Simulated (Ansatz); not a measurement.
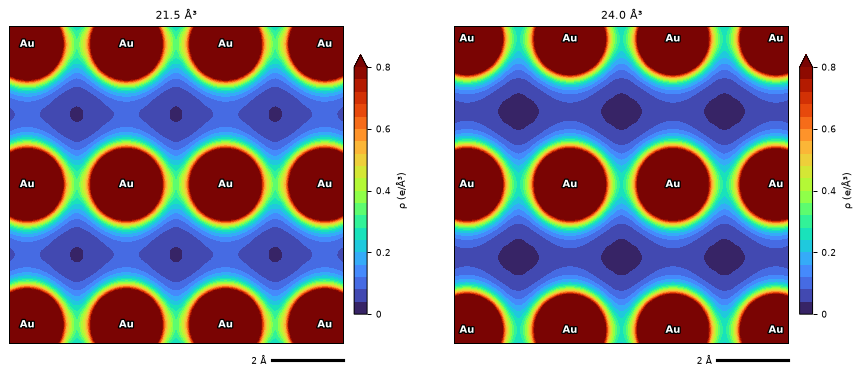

Au. The valence electron density of cells scaled evenly to different volumes (given per atom above each panel), on the (011) plane of each (indices in the axes of the cell below), at one length scale and on one colour scale.

A generated structure, not necessarily the stable one; computed without spin polarisation.

Theory: DFT, RPBE, plane waves (420 eV) with PAW, scalar-relativistic (Ansatz 0.2.0).

The density is the valence pseudo-density of a PAW calculation; it isn't the true density close to the nuclei.

The largest cell:

```xyz
1
Lattice="2.8861 0.0000 0.0000 0.0000 2.8861 0.0000 0.0000 0.0000 2.8861" Properties=species:S:1:pos:R:3 pbc="T T T"
Au    0.0000    0.0000    0.0000
```

| volume (Å³/atom) | Au–Au contact in the plane (Å) | ρ at its midpoint (e/Å³) | 
| --- | --- | --- |
| 21.46 | 2.779 | 0.328 | 
| 22.32 | 2.816 | ? | 
| 24.04 | 2.886 | 0.271 | 

**Estimate the missing row, and compare with the calculation.**

Over the known rows ln ρ falls by 1.78 per Å of Au–Au distance (the line through the two), which gives 0.307 e/Å³ at 2.816 Å; the calculation gives 0.313 e/Å³.
